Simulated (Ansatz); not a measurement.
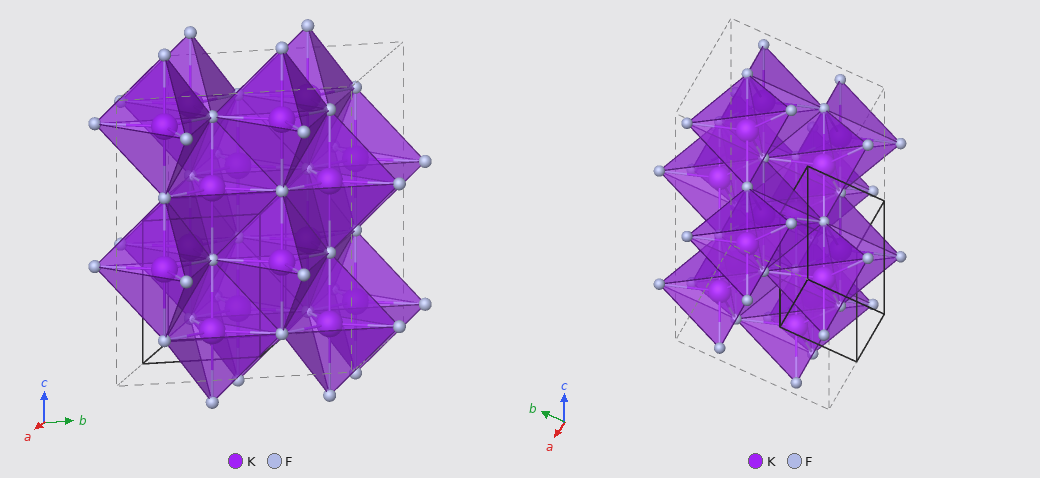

Polyhedra are drawn about K (bonds: F–K below 3 Å); other atoms are plain spheres. Two views of the same piece.

KF (space group P6_3/mmc, No. 194). Coordinates: the end point of a relaxation with DFT, PBEsol, plane waves, PAW (Ansatz); the starting structure was generated, so it need not be a known form of this composition.

**What figure surrounds each K atom, and what does it share with the other drawn polyhedra?**

K: KF5 trigonal bipyramid, sharing corners with eight neighbours and edges with six neighbours.

**How do these polyhedra hang together as a whole?**

They form a three-dimensional framework of corner- and edge-sharing trigonal bipyramids.
